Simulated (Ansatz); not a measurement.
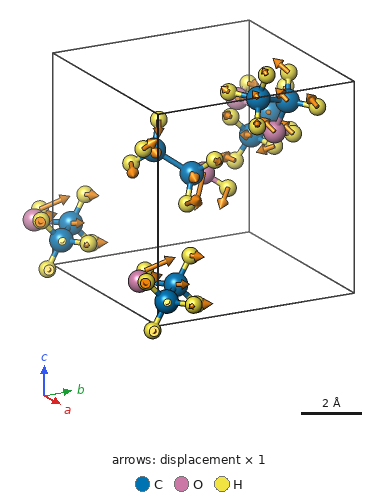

This is a relaxation of an amorphous cell of composition H6C2O. The starting structure is drawn; orange arrows show the displacements, at their true length.

Style: ball-and-stick. Shown: the cell of the calculation (origin shifted), from a free direction.

The cell holds 4 CH3CH2OH. The run prepares the start of a later molecular dynamics calculation, from a guessed geometry.

Method: Ansatz, DFT r2SCAN-D3(BJ), scalar-relativistic, plane waves, PAW.

The input:
```yaml
accuracy: low
crystal:
  lattice:
    - [7.529072, 0.0, 0.0]
    - [0.0, 7.529072, 0.0]
    - [0.0, 0.0, 7.529072]
  atoms:
    - { symbol: C, position: [0.478661, 0.2813729, 0.0527318] }
    - { symbol: C, position: [0.3257941, 0.4106821, 0.0681164] }
    - { symbol: O, position: [0.1659072, 0.3099699, 0.0537098] }
    - { symbol: H, position: [0.066878, 0.3920774, 0.0634615] }
    - { symbol: H, position: [0.3319553, 0.4808243, 0.1960212] }
    - { symbol: H, position: [0.3339859, 0.5110235, -0.0376287] }
    - { symbol: H, position: [0.6057931, 0.3508219, 0.0628129] }
    - { symbol: H, position: [0.4708918, 0.1825163, 0.1585315] }
    - { symbol: H, position: [0.47292, 0.2126798, -0.0748412] }
    - { symbol: C, position: [0.8893985, 0.5318089, 0.559574] }
    - { symbol: C, position: [0.9880263, 0.6723808, 0.4554687] }
    - { symbol: O, position: [0.8600705, 0.8006504, 0.3998939] }
    - { symbol: H, position: [0.9223363, 0.8915828, 0.3328283] }
    - { symbol: H, position: [1.09078, 0.7339367, 0.5389556] }
    - { symbol: H, position: [1.0548855, 0.6121441, 0.3404952] }
    - { symbol: H, position: [0.9807282, 0.4289718, 0.6061655] }
    - { symbol: H, position: [0.824032, 0.5917308, 0.6743049] }
    - { symbol: H, position: [0.7881801, 0.4700826, 0.4760798] }
    - { symbol: C, position: [0.2217431, 0.8854175, 0.8446248] }
    - { symbol: C, position: [0.1598833, 1.067492, 0.7867623] }
    - { symbol: O, position: [0.0748043, 1.0466747, 0.6187072] }
    - { symbol: H, position: [0.0345872, 1.1631381, 0.5804663] }
    - { symbol: H, position: [0.0676696, 1.1229698, 0.8854353] }
    - { symbol: H, position: [0.2736775, 1.1584215, 0.7767508] }
    - { symbol: H, position: [0.2884746, 0.8924521, 0.9734067] }
    - { symbol: H, position: [0.1083991, 0.7956395, 0.8555623] }
    - { symbol: H, position: [0.3141627, 0.8310491, 0.7470067] }
    - { symbol: C, position: [0.6761437, 0.1417156, 0.472654] }
    - { symbol: C, position: [0.558575, 0.2951878, 0.5269651] }
    - { symbol: O, position: [0.3831679, 0.2264747, 0.5475854] }
    - { symbol: H, position: [0.3066363, 0.3242827, 0.5825143] }
    - { symbol: H, position: [0.606724, 0.3536894, 0.6517721] }
    - { symbol: H, position: [0.562051, 0.399695, 0.4250648] }
    - { symbol: H, position: [0.8132539, 0.1860239, 0.4546277] }
    - { symbol: H, position: [0.6733706, 0.038584, 0.5745498] }
    - { symbol: H, position: [0.6287506, 0.0845351, 0.3481114] }
basis:
  ecutwfc: 500.0
kpoints:
  mp_grid: { grid: [1, 1, 1] }
hamiltonian:
  xc: r2scan
  dispersion: d3bj
scf:
  occupations: { method: fermi_dirac, width: 0.05 }
  lower_state_search: "off"
relax:
  f_tol: 0.3
  max_steps: 15
  adjacent_minimum: "off"
```

Command:
```bash
ansatz run input.yaml --threads 1 --pin off --max-ram 3072MiB --backend cpu --events-out ev --progress --plain --runs-dir out
```

**Describe the change and its energy.**

After 9 geometry steps the energy has fallen by 1.160 eV per cell of the calculation. The largest force component goes from 1 to 0.3 eV/Å. O12 moves most: 1.59 Å along [1 −1 −1]. Largest moves by element: O 1.59 Å, H 1.27 Å, C 0.69 Å. The cell stays as it was. Some distances before and after: C11–O12 1.427 → 1.448 Å, C20–H24 1.099 → 1.090 Å, C11–H15 1.099 → 1.106 Å, C2–O3 1.427 → 1.420 Å. Bond angles that change, for instance: O12–C11–H15 110.9° → 107.4°, C10–C11–O12 107.1° → 109.2°. Cost: 4.3 min on 1 thread of Arm Neoverse V1 (shared host), peak memory 0.81 GiB.

Limits of the set-up: the program's low-accuracy preset was used; the periodic images lie only 7.5 Å apart, so the values are limited by the cell's size.
